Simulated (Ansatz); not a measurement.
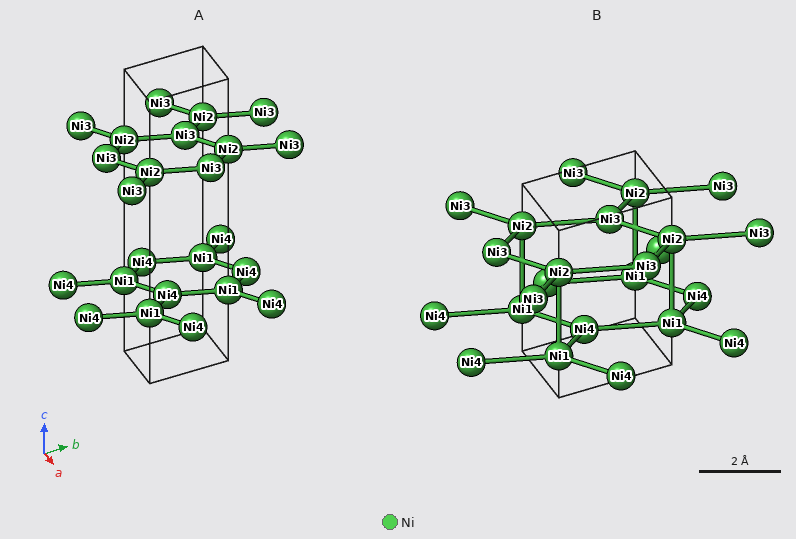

Two geometries of a crystal of Ni (built on the graphite_194 type) (coarse preliminary run), drawn at one scale. One is the start of a relaxation, the other its converged end. Style: ball-and-stick. Shown: the cell of the calculation, from a free direction.

The calculation used Ansatz 0.2.0, DFT PBE, scalar-relativistic, plane waves, PAW. (plane-wave cutoff 420 eV; k-point mesh 9 × 9 × 4; occupations gaussian; smearing width 0.1 eV; collinear spin; cell and atoms relaxed; force threshold 0.04 eV/Å; at most 70 steps)

Which one is relaxed?

Answer. Structure B is the relaxed one. Case: graphite type (P6_3/mmc, No. 194). The atoms keep their places relative to the cell (all moves are under 0.005 Å). Cell: a = b 2.686 → 3.856 Å (+43.6 %), c 7.315 → 4.339 Å (−40.7 %). Volume +22.3 %. Some distances before and after: Ni1–Ni2 3.657 → 2.170 Å, Ni1–Ni4 1.551 → 2.226 Å. New bonds form: Ni1–Ni2 (3.66 → 2.17 Å). The space group stays P6_3/mmc (No. 194). After 19 accepted moves (22 points after the start) the energy has fallen by 36.822 eV per cell of the calculation. All forces vanish by symmetry, so only the cell relaxes. Pressure: 305.69 GPa at the start and 0.25 GPa at the end. At 3 points the geometry stayed and the basis and grid were re-selected for the new cell (energy shift of 1.894 eV per cell of the calculation at most each time). The program noted that the starting moments weren't kept. The run may lie on a higher electronic state than the lowest, so the end point isn't shown to be the ground-state structure.
